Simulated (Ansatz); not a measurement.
# Two runs on SnO

System: SnO (P4/nmm, 4 atoms in the cell).
Method of run A: Kohn-Sham DFT of a periodic cell, PBEsol with D3(BJ), Ansatz PAW, no spin polarisation (Ansatz 0.2.0).

The structure derives from a Materials Project entry. Text and figures count atoms from 1; the logs count them from 0 in places.

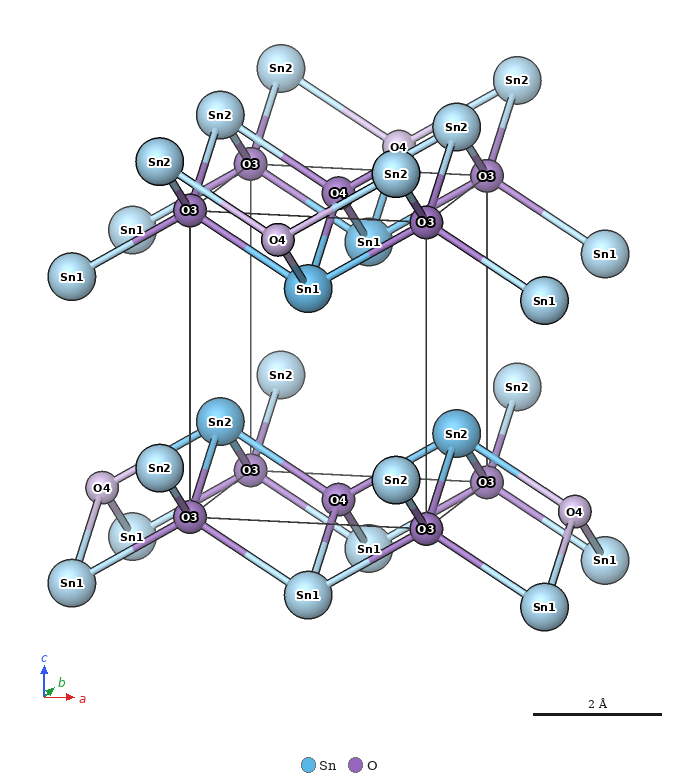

Fig. 1: The input geometry (ball-and-stick view of the cell of the calculation, seen slightly off an axis; neighbours outside the cell are drawn fainter; atoms are numbered from 1 in the order of the input). An atom can appear more than once, as a periodic image. Near neighbours in the periodic cell (some may lie outside the picture): Sn has 4 O at 2.23 Å; O has 4 Sn at 2.23 Å.

The input, run A:
```yaml
crystal:
  lattice:
    - [3.81369522, 0.0, 0.0]
    - [0.0, 3.81369522, 0.0]
    - [0.0, 0.0, 4.8869133]
  atoms:
    - { symbol: Sn, position: [0.5, 0.0, 0.76462614] }
    - { symbol: Sn, position: [0.0, 0.5, 0.23537386] }
    - { symbol: O, position: [0.0, 0.0, 0.0] }
    - { symbol: O, position: [0.5, 0.5, 0.0] }
hamiltonian:
  xc: pbesol
  pseudopotentials: { kind: paw }
  dispersion: d3bj
kpoints:
  mp_grid: { grid: [7, 7, 6] }
scf:
  occupations: { method: fermi_dirac, width: 0.05 }
output:
  forces: true
  stress: true
relax:
  f_tol: 0.01
  max_steps: 40
  cell: { stress_tol: 0.05 }
```

Command:
```bash
ansatz run input.yaml --threads 2 --pin off --max-ram 5632MiB --backend cpu --events-out ev --progress --plain --runs-dir out
```

Hardware: 2 threads of Intel Xeon (Sapphire Rapids), 16 GiB of memory available, shared host.

Output, shortened to warnings, some set-up lines, iterations and results (run A):
```
Basis set: ecut = 420 eV, 1409 PW (Γ), exchange–correlation on 54×54×72 points (8 copies of the dense FFT grid, shifted against one another)
Symmetry: 16 space group operations
k-points: 40 of 294
Initial density: superposition of atomic densities (neutral atoms: chi_scale 0, normalization atom), corrected by the library's trained network
[...]
SCF iter   1: F=—  HF=-13022.287170 eV  |F-HF|=—  |Δ(HF+E_count)|=         —  Δρ=1.32e-2  dr2=1.02e-1  ethr=1.77e-3  ⟨swp⟩=6.0  Hψ=4393  notcnv=0
SCF iter   2: F=—  HF=-13022.265529 eV  |F-HF|=—  |Δ(HF+E_count)|=   2.16e-2  Δρ=4.39e-3  dr2=1.31e-2  ethr=2.55e-4  ⟨swp⟩=2.2  Hψ=1793  notcnv=0
SCF iter   3: F=—  HF=-13022.262751 eV  |F-HF|=—  |Δ(HF+E_count)|=   2.78e-3  Δρ=1.03e-3  dr2=8.21e-4  ethr=3.29e-5  ⟨swp⟩=2.0  Hψ=1380  notcnv=0
SCF iter   4: F=—  HF=-13022.262698 eV  |F-HF|=—  |Δ(HF+E_count)|=   5.29e-5  Δρ=2.51e-4  dr2=4.58e-5  ethr=2.05e-6  ⟨swp⟩=2.0  Hψ=1734  notcnv=0
SCF iter   5: F=—  HF=-13022.262706 eV  |F-HF|=—  |Δ(HF+E_count)|=   7.60e-6  Δρ=5.04e-5  dr2=2.79e-6  ethr=1.15e-7  ⟨swp⟩=2.0  Hψ=1252  notcnv=0
[... 56 lines ...]
SCF iter   4: F=—  HF=-13022.329351 eV  |F-HF|=—  |Δ(HF+E_count)|=   1.75e-8  Δρ=2.08e-6  dr2=8.38e-9  ethr=1.24e-10  ⟨swp⟩=1.7  Hψ=1076  notcnv=0
SCF iter   5: F=—  HF=-13022.329351 eV  |F-HF|=—  |Δ(HF+E_count)|=   1.65e-9  Δρ=7.00e-7  dr2=7.13e-10  ethr=2.10e-11  ⟨swp⟩=2.7  Hψ=1598  notcnv=0
SCF iter   6: F=-13022.329351 eV  HF=-13022.329351 eV  |F-HF|=1.09e-11  |Δ(HF+E_count)|=  1.87e-10  Δρ=1.79e-7  dr2=1.58e-11  ethr=1.00e-12  ⟨swp⟩=3.8  Hψ=4495  notcnv=0
SCF 8 converged in 6 iterations: F = -13022.329351 eV  dr2 = 1.58e-11
relax step   8: F+E_penalty+E_count = -13022.32935146 eV  Δ(F+E_penalty+E_count) = +1.121e-3 eV  max|allowed force component| = 7.535e-4 eV/Å  Δτ_max = 0.0000 Å  P = -0.005 …
basis re-selected at this cell: Δ(F+E_penalty+E_count) = +1.121e-3 eV, ΔP = -0.017 GPa vs the last step (what re-selecting the basis moved, of the pressure what is left beyond the Pulay correction that the steps carried, after the strain that the cell walked since its last selection, with what the …
SCF converged after 6 iterations
Free energy (F): -13022.329351 eV
Harris-Foulkes:  -13022.329351 eV  (|F-HF|=1.09e-11)
Internal energy: -13022.326448 eV  (E = F + TS)
E sigma→0 (E₀):  -13022.327900 eV
Entropy (-TS):   -0.002904 eV (-0.726 meV/atom)
Fermi energy:    11.008353 eV
--- Per-component energies (eV) ---
  E_band       = -147.309154
  E_kinetic    = 725.629910
  E_local      = -2401.006957  (includes V_loc(G=0)·N_el)
  E_nonlocal   = 36.657329
  E_hartree    = 1327.785650
  E_xc         = -904.891955
  E_vxc        = -381.773343  (∫ρ·V_xc dr)
  E_paw        = -8436.113960  (= ΣΔE_a)
  E_vpaw       = -782.392155  (= ΣTr[D̂ρ^β])
  E_aug_tail   = 0.004859  (compensation charges beyond the density's cutoff)
  E_ewald      = -3370.096935
  E_disp       = -0.934643  (pairwise vdW)
  E_core_change = 0.640255  (= ΣΔE_core)
  E_smearing   = -0.002904  (= −TS)
  E_closure    = 0.000000  (closes the sum)
  Σ components = -13022.329351   (vs F -13022.329351, Δ=0.00e0)
--- Forces (eV/Å), atoms counted from 1 ---
  atom   1  Sn     0.00000000     0.00000000    -0.00075351
  atom   2  Sn     0.00000000     0.00000000     0.00075351
  atom   3  O      0.00000000     0.00000000     0.00000000
  atom   4  O      0.00000000     0.00000000    -0.00000000
  max |Σ_I F_I| component: 1.08e-19 eV/Å
--- Stress (GPa, compression-positive) ---
        0.002357       0.000000       0.000000
        0.000000       0.002357       0.000000
        0.000000       0.000000      -0.019149
  P = ⅓ Tr σ = -0.0048 GPa (-0.048 kbar)
--- Relaxed structure (6 steps of the walk, 6 accepted, 2 SCFs on fresh bases) ---
  F+E_penalty+E_count = -13022.32935146 eV   max|allowed force component| = 7.535e-4 eV/Å   (the final SCF, on the basis selected at the relaxed cell)
  cell:  # Å, volume = 64.8176 Å³
    - [3.7703602287406346, -1.4960911511411713e-34, 0.0]
    - [-1.4960911511411713e-34, 3.7703602287406346, 0.0]
    - [0.0, 0.0, 4.559603024233262]
  atoms:
    - { symbol: Sn, position: [0.5, -6.238570281094222e-36, 0.7465851260798857] }
[...]
```

The input of run B differs as follows (lines with − go, lines with + come):
```diff
-  dispersion: d3bj
+  dispersion: d4
```

How does run B compare with run A?

The total energies belong to different models, so their difference says nothing on which is more stable or more accurate. The volume per atom goes from 16.20 to 16.49 Å³. The SCF takes 56 iterations over all geometry steps against 50.

Output, shortened to warnings, some set-up lines, iterations and results (run B):
```
Basis set: ecut = 420 eV, 1409 PW (Γ), exchange–correlation on 54×54×72 points (8 copies of the dense FFT grid, shifted against one another)
Symmetry: 16 space group operations
k-points: 40 of 294
Initial density: superposition of atomic densities (neutral atoms: chi_scale 0, normalization atom), corrected by the library's trained network
[...]
SCF iter   1: F=—  HF=-13022.055909 eV  |F-HF|=—  |Δ(HF+E_count)|=         —  Δρ=1.32e-2  dr2=1.02e-1  ethr=1.77e-3  ⟨swp⟩=6.0  Hψ=4393  notcnv=0
SCF iter   2: F=—  HF=-13022.034268 eV  |F-HF|=—  |Δ(HF+E_count)|=   2.16e-2  Δρ=4.39e-3  dr2=1.31e-2  ethr=2.55e-4  ⟨swp⟩=2.2  Hψ=1793  notcnv=0
SCF iter   3: F=—  HF=-13022.031490 eV  |F-HF|=—  |Δ(HF+E_count)|=   2.78e-3  Δρ=1.03e-3  dr2=8.21e-4  ethr=3.29e-5  ⟨swp⟩=2.0  Hψ=1380  notcnv=0
SCF iter   4: F=—  HF=-13022.031437 eV  |F-HF|=—  |Δ(HF+E_count)|=   5.29e-5  Δρ=2.51e-4  dr2=4.58e-5  ethr=2.05e-6  ⟨swp⟩=2.0  Hψ=1734  notcnv=0
SCF iter   5: F=—  HF=-13022.031445 eV  |F-HF|=—  |Δ(HF+E_count)|=   7.60e-6  Δρ=5.04e-5  dr2=2.79e-6  ethr=1.15e-7  ⟨swp⟩=2.0  Hψ=1252  notcnv=0
[... 64 lines ...]
SCF iter   4: F=—  HF=-13022.072640 eV  |F-HF|=—  |Δ(HF+E_count)|=   1.43e-8  Δρ=9.70e-7  dr2=1.65e-9  ethr=3.18e-11  ⟨swp⟩=2.2  Hψ=1287  notcnv=0
SCF iter   5: F=—  HF=-13022.072640 eV  |F-HF|=—  |Δ(HF+E_count)|=  2.38e-10  Δρ=2.93e-7  dr2=1.17e-10  ethr=4.11e-12  ⟨swp⟩=2.6  Hψ=1323  notcnv=0
SCF iter   6: F=-13022.072640 eV  HF=-13022.072640 eV  |F-HF|=1.82e-12  |Δ(HF+E_count)|=  2.36e-11  Δρ=1.26e-7  dr2=8.61e-12  ethr=1.00e-12  ⟨swp⟩=5.0  Hψ=3752  notcnv=0
SCF 9 converged in 6 iterations: F = -13022.072640 eV  dr2 = 8.61e-12
relax step   9: F+E_penalty+E_count = -13022.07263990 eV  Δ(F+E_penalty+E_count) = +1.202e-3 eV  max|allowed force component| = 1.687e-3 eV/Å  Δτ_max = 0.0000 Å  P = -0.021 …
basis re-selected at this cell: Δ(F+E_penalty+E_count) = +1.202e-3 eV, ΔP = -0.017 GPa vs the last step (what re-selecting the basis moved, of the pressure what is left beyond the Pulay correction that the steps carried, after the strain that the cell walked since its last selection, with what the …
SCF converged after 6 iterations
Free energy (F): -13022.072640 eV
Harris-Foulkes:  -13022.072640 eV  (|F-HF|=1.82e-12)
Internal energy: -13022.069655 eV  (E = F + TS)
E sigma→0 (E₀):  -13022.071147 eV
Entropy (-TS):   -0.002985 eV (-0.746 meV/atom)
Fermi energy:    10.728187 eV
--- Per-component energies (eV) ---
  E_band       = -156.960235
  E_kinetic    = 724.989966
  E_local      = -2454.691933  (includes V_loc(G=0)·N_el)
  E_nonlocal   = 36.561853
  E_hartree    = 1349.827381
  E_xc         = -904.707506
  E_vxc        = -381.502900  (∫ρ·V_xc dr)
  E_paw        = -8435.837287  (= ΣΔE_a)
  E_vpaw       = -781.976741  (= ΣTr[D̂ρ^β])
  E_aug_tail   = 0.004842  (compensation charges beyond the density's cutoff)
  E_ewald      = -3338.193074
  E_disp       = -0.664152  (pairwise vdW)
  E_core_change = 0.640255  (= ΣΔE_core)
  E_smearing   = -0.002985  (= −TS)
  E_closure    = 0.000000  (closes the sum)
  Σ components = -13022.072640   (vs F -13022.072640, Δ=0.00e0)
--- Forces (eV/Å), atoms counted from 1 ---
  atom   1  Sn     0.00000000     0.00000000    -0.00168693
  atom   2  Sn     0.00000000     0.00000000     0.00168693
  atom   3  O      0.00000000     0.00000000     0.00000000
  atom   4  O      0.00000000     0.00000000    -0.00000000
  max |Σ_I F_I| component: 0.00e0 eV/Å
--- Stress (GPa, compression-positive) ---
       -0.009846       0.000000       0.000000
        0.000000      -0.009846       0.000000
        0.000000       0.000000      -0.043459
  P = ⅓ Tr σ = -0.0210 GPa (-0.210 kbar)
--- Relaxed structure (7 steps of the walk, 7 accepted, 2 SCFs on fresh bases) ---
  F+E_penalty+E_count = -13022.07263990 eV   max|allowed force component| = 1.687e-3 eV/Å   (the final SCF, on the basis selected at the relaxed cell)
  cell:  # Å, volume = 65.9675 Å³
    - [3.7815738061414033, -1.0195584141110204e-33, 0.0]
    - [-1.196872920912937e-33, 3.7815738061414033, 0.0]
    - [0.0, 0.0, 4.613015947854891]
  atoms:
    - { symbol: Sn, position: [0.5, -4.438508500383421e-37, 0.7496724134001619] }
[...]
```

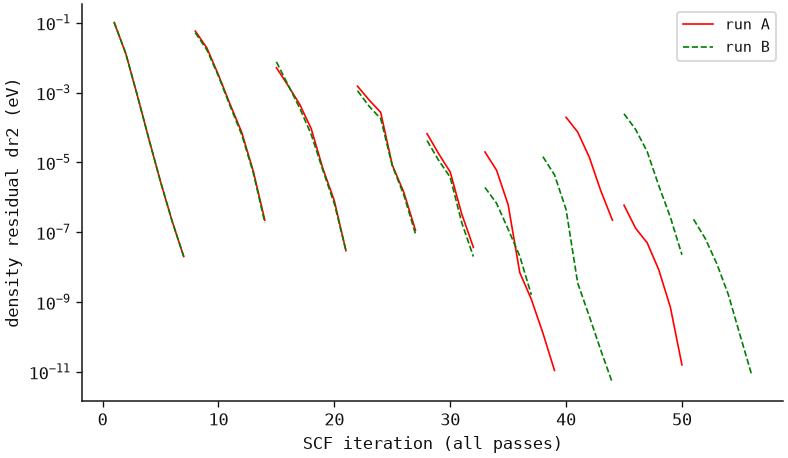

Fig. 2: Convergence of the two runs: density residual dr2 against the SCF iteration. A break in a curve parts two SCF passes. Run A takes 50 iterations in all, and run B takes 56.

The two runs side by side:

```csv
quantity,run A,run B
outcome,converged,converged
free energy per atom (eV),−3255.5823,−3255.5182
"energy per atom, smearing taken to zero (eV)",−3255.5820,−3255.5178
pressure (GPa),0.00,−0.02
volume per atom (Å³),16.20,16.49
largest force (eV/Å),0.001,0.002
SCF iterations,50,56
irreducible k-points,40,40
wall time (shared host),11 s,12 s
```
